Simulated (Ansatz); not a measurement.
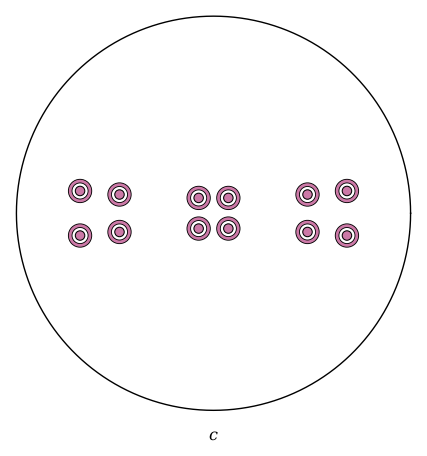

Stereographic projection: filled dots lie in the upper hemisphere, open rings in the lower. The b axis points at the viewer. The poles are all faces of one general form. Computed from the symmetry operations of a computed or model structure of composition Co.

### Which point group is this?

6/mmm (D6h), order 24, hexagonal system: one sixfold axis, six twofold axes, seven mirror planes, an inversion centre.

### Which physical properties does it allow?

It is centrosymmetric, so neither piezoelectric nor pyroelectric; it is not chiral.
